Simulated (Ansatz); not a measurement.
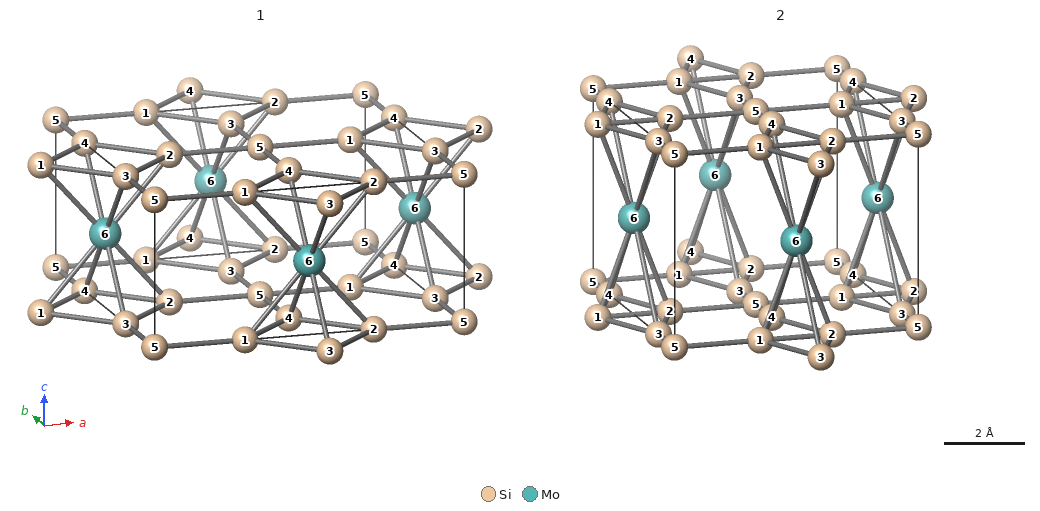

Two geometries of solid Si5Mo (a generated structure, set up in Cmmm) (coarse preliminary run), drawn at one scale. One is the start of a relaxation, the other its converged end. The picture is a ball-and-stick view of the conventional cell (2 times the calculation's cell), seen slightly off an axis. Lengths and directions refer to the drawn axes.

Computed with DFT PBE, scalar-relativistic, plane waves, PAW (Ansatz). (plane-wave cutoff 420 eV; k-point mesh 4 × 4 × 4; occupations gaussian; smearing width 0.1 eV; no spin polarisation; cell and atoms relaxed; force threshold 0.04 eV/Å; at most 70 steps)

Q: Which of the two is the end point?

A: Structure 1 is the relaxed one. The largest moves relative to the cell, 0.77 Å, are those of Si3 and Si4. Si4 goes along −b. Mo stays in place. Cell: a 6.424 → 8.159 Å (+27.0 %), b 6.719 → 8.163 Å (+21.5 %), c 5.016 → 3.832 Å (−23.6 %). Volume +17.9 %. Some distances before and after: Si3–Si4 2.655 → 4.773 Å, Si1–Si2 1.897 → 3.390 Å, Si3–Si5 1.328 → 2.386 Å, Si1–Si3 2.624 → 3.373 Å. Bonds break: Si1–Si2 (1.90 → 3.39 Å). Among the angles between lasting bonds that change: Mo6–Si2–Mo6 138.6° → 97.0°, Si3–Si2–Si4 129.9° → 90.0°, Si5–Si2–Mo6 110.7° → 131.5°. The space group (tolerance 0.01 Å) goes from Cmmm (No. 65) to P4/mmm (No. 123). The energy falls by 7929 meV per atom in 10 accepted moves (12 points after the start). The largest force component goes from 72 to 0.0061 eV/Å. The pressure goes from 110.62 to −0.05 GPa. At 2 points the geometry stayed and the basis and grid were re-selected for the new cell (energy shift of 18.5 meV per atom at most each time).
